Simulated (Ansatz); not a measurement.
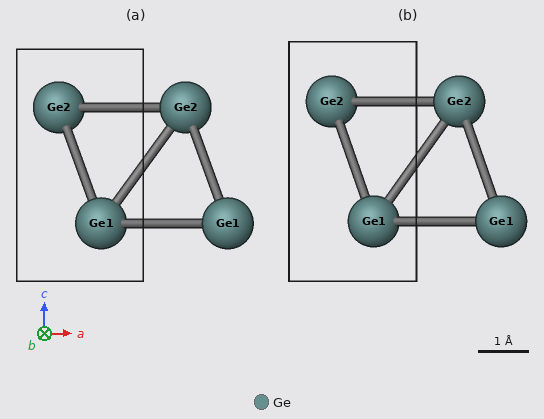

The structure of crystalline Ge (set up in Cmcm) before (left) and after (right) a relaxation, at one scale.

Style: ball-and-stick. Shown: the cell of the calculation, reduced to other axes, repeated 2 × 1 × 1 with one cell outlined, along the b axis. Lengths and directions refer to the drawn axes.

The run lets cell and atoms move.

Computed with Kohn-Sham DFT of a periodic cell, PBE, Ansatz PAW (Ansatz).

The input:
```yaml
crystal:
  lattice:
    - [1.488052925, -2.59468961, 0.0]
    - [1.488052925, 2.59468961, 0.0]
    - [0.0, 0.0, 4.72759579]
  atoms:
    - { symbol: Ge, position: [0.33344663, 0.66655337, 0.25] }
    - { symbol: Ge, position: [0.66655337, 0.33344663, 0.75] }
hamiltonian:
  xc: pbe
  pseudopotentials: { kind: paw }
kpoints:
  mp_grid: { grid: [10, 10, 6] }
scf:
  occupations: { method: fermi_dirac, width: 0.05 }
output:
  forces: true
  stress: true
  eigenvalues: true
relax:
  f_tol: 0.01
  max_steps: 40
  cell: { stress_tol: 0.05 }
```

Run as
```bash
ansatz run input.yaml --threads 2 --pin off --max-ram 5632MiB --backend cpu --events-out ev --progress --plain --runs-dir out
```

What changed between the two?

Answer. The energy falls by 31.3 meV per cell of the calculation in 6 accepted moves (7 points after the start). The largest force component goes from 0.00085 to 0.0016 eV/Å. Pressure: 4.31 GPa at the start and 0.01 GPa at the end. The SCF was repeated once at an unchanged geometry on a basis and grid sized afresh for the cell, which shifted the energy by 0.5 meV per cell of the calculation at most. The largest moves relative to the cell, 0.007 Å, are those of Ge1 and Ge2. Ge1 goes along [−1 −2 0]. The volume changes by +5.7 %, with a 2.976 → 2.996 Å (+0.7 %), b 2.991 → 3.031 Å (+1.3 %), c 4.728 → 4.887 Å (+3.4 %), γ 119.8° → 119.6°. Near-neighbour distances that change, for instance: Ge1–Ge2 2.924 → 3.002 Å, Ge1–Ge1 2.991 → 3.031 Å, Ge1–Ge1 (another image) 2.976 → 2.996 Å. The space group stays Cmcm (No. 63). The run took 13 s on 2 threads of Intel(R) Xeon(R) 6975P-C (Granite Rapids), on a shared host, peak memory 0.4 GiB.
